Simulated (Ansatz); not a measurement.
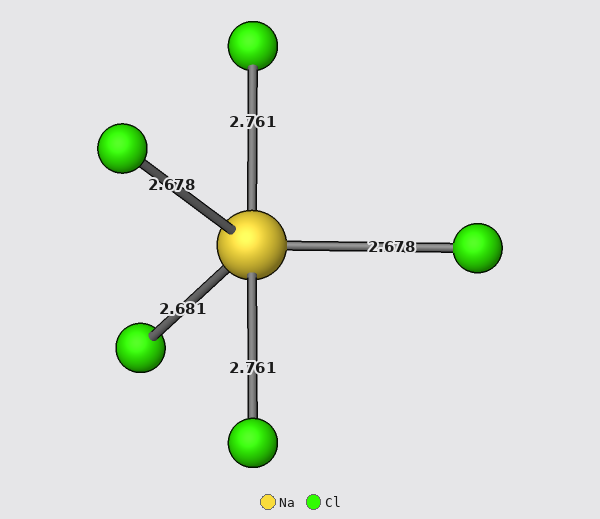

The surroundings of site Na1 (at 0.330, 0.750, 0.173) in NaCl in space group P2_1/m, with bond lengths in Å.

Source of the atomic positions: coordinates from a relaxation at fixed volume with DFT PBE+D3(BJ), scalar-relativistic, plane waves, PAW in Ansatz; the starting structure was generated, so it need not be a known form of this composition.

```yaml
crystal:
  lattice:
    - [4.53330, 0.00000, 0.00000]
    - [0.00000, 5.52088, 0.00000]
    - [-2.07226, 0.00000, 4.10045]
  atoms:
    - { symbol: Na, position: [0.33030, 0.75000, 0.17273] }
    - { symbol: Na, position: [0.66970, 0.25000, 0.82727] }
    - { symbol: Cl, position: [0.67134, 0.75000, 0.82411] }
    - { symbol: Cl, position: [0.32866, 0.25000, 0.17589] }
```

Bond valence s = exp((R0 − d)/b), R0 fitted to published crystal structures with b = 0.37 Å; R0 in Å: Na+–Cl 2.166.

Calculate the bond-valence sum of Na1 from the bonds drawn.

2 × 0.251 + 1 × 0.249 + 2 × 0.200 = 1.15 v.u., against a formal valence of 1: overbonded (bonds short for this ion) by 0.15.

And over the whole structure?

```json
{"site": "Na1", "x, y, z": "0.330, 0.750, 0.173", "formal valence": "+1", "bond-valence sum": "1.15", "difference": "0.15"}
{"site": "Cl1", "x, y, z": "0.671, 0.750, 0.824", "formal valence": "−1", "bond-valence sum": "1.15", "difference": "0.15"}
```

These sums include all anions within 5 Å. The global instability index (root mean square of the differences over all atoms) is 0.15 v.u.: moderate strain, common in real structures. Cells relaxed with PBE tend to have slightly long bonds, which lowers the sums.
